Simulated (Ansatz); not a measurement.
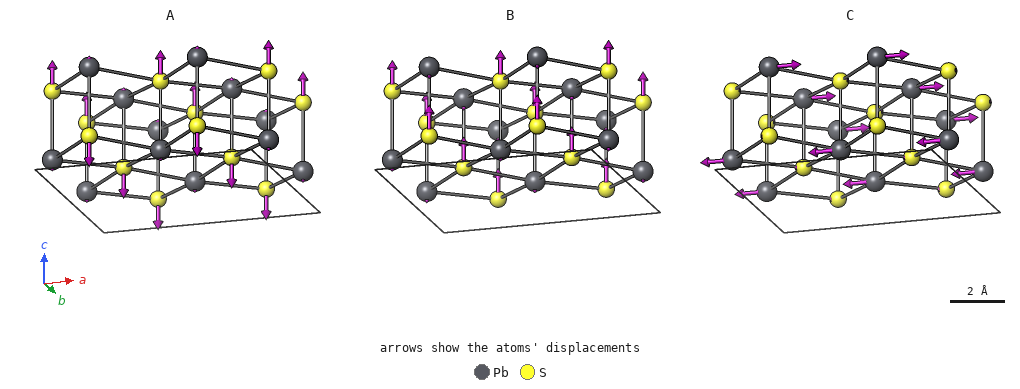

Modes of a free-standing layer of PbS (a generated structure), space group P4/nmm (No. 129), at the zone centre (one member of each degenerate set). The purple arrows are the displacements of the atoms (eigenvector over the root of the mass), of arbitrary overall length and sign. A ball-and-stick model of the 2 × 2 repeat of the cell, outlined in the plane, without the vacuum, seen from a free direction.

Theory: DFT PBE, scalar-relativistic, plane waves, PAW in Ansatz.

Frequencies are those without the non-analytic (LO–TO) term.

Which are infrared-active and which Raman-active?

Answer. A is A₁g, Raman-active by symmetry (205 cm⁻¹). B is A₂u, infrared-active by symmetry (261 cm⁻¹). C is E_g, Raman-active by symmetry (33 cm⁻¹). The crystal has a centre of inversion, so no mode is both.
